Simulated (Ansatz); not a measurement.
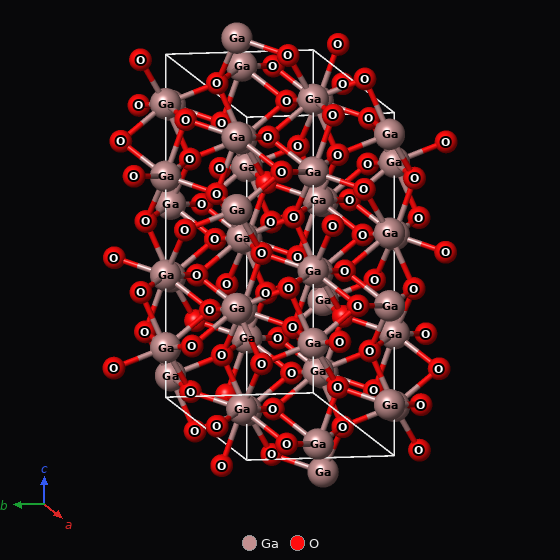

System Ga₂O₃ (space group R-3c, No. 167); source of the atomic positions: coordinates from a relaxation with DFT, PBE, plane waves, PAW in Ansatz 0.2.0; the starting structure was generated, so it need not be a known form of this composition.

Bonds are taken as Ga–O below 2.4 Å; no other contact counts. The graph is simplified in the usual way: terminal and isolated atoms are pruned, two-connected atoms become edges.

What kind of net remains, and which atoms are its nodes?

A binodal (4,6)-connected, three-periodic net: O is a 4-connected node; Ga is a 6-connected node, in the ratio 3:2.

Which named net is it?

It is the cor net, known from corundum.

Is the net interpenetrated?

It is a single net, without interpenetration.

Give the point symbol of each node (shortest cycle at each angle).

O: 4³·6³; Ga: 4⁶·6⁹.

Give the first four terms of the coordination sequence (nodes one, two, three … edges away).

O: 4, 16, 26, 66; Ga: 6, 13, 39, 46.
